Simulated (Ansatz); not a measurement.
Consider Mg (slab).

Input

```
crystal:
  lattice:
    - [3.2100692859, 0.0, 0.0]
    - [-1.6050346429, 2.7800015495, 0.0]
    - [0.0, 0.0, 21.7068694491]
  atoms:
    - { symbol: Mg, position: [0.6666666667, 0.3333333333, 0.3224785599] }
    - { symbol: Mg, position: [0.3333333333, 0.6666666667, 0.4408261866] }
    - { symbol: Mg, position: [0.6666666667, 0.3333333333, 0.5591738134] }
    - { symbol: Mg, position: [0.3333333333, 0.6666666667, 0.6775214401] }
basis:
  ecutwfc: 420
kpoints:
  mp_grid: { grid: [9, 9, 1] }
hamiltonian:
  xc: pbe
scf:
  occupations: { method: gaussian, width: 0.1 }
output:
  forces: true
  eigenvalues: true
  write_density: true
  write_potential: true
  elf: true
  volumetric_format: npy
relax:
  adjacent_minimum: "off"
  f_tol: 0.03
  max_steps: 50
  constraints: [{ sites: [0, 1] }]
efield:
  axis: 3
  dipole_correction: true
  ramp_width: 0.04
```

Launched as:

```sh
ansatz run input.yaml --threads 1 --pin off --max-ram 3072MiB --backend cpu --events-out ev --progress --plain --runs-dir out
```

The fields are those of the relaxed geometry.

All numbers below come from DFT PBE, scalar-relativistic, plane waves, PAW (Ansatz 0.2.0).

Q: What can the converged valence pseudo-density and electron localisation function tell about the bonding?

A: Mg–Mg (3.21 Å): ρ is about 0.1 e/Å³ halfway; the ELF peaks at about 0.65 between the atoms.

Q: Metal or insulator at this level of theory?

A: It is gapless in this calculation (a metal or semimetal).

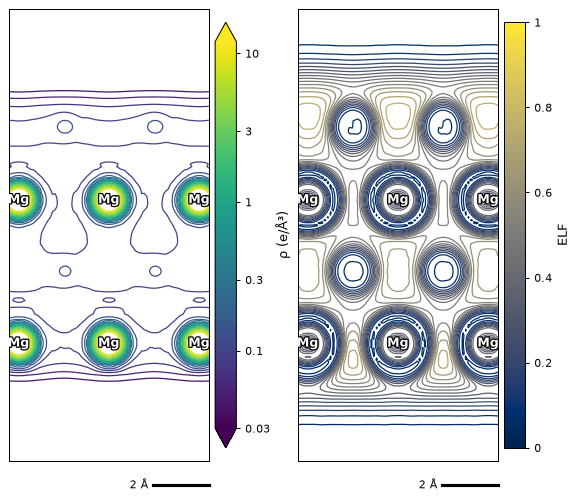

Computed valence pseudo-density and electron localisation function on the (010) plane of the calculation cell, a cut from vacuum to vacuum, in this order. Atoms just off the plane (Mg, 0.9 Å away) can leave unmarked features too.

The density is the valence pseudo-density of a PAW calculation; it isn't the true density close to the nuclei.
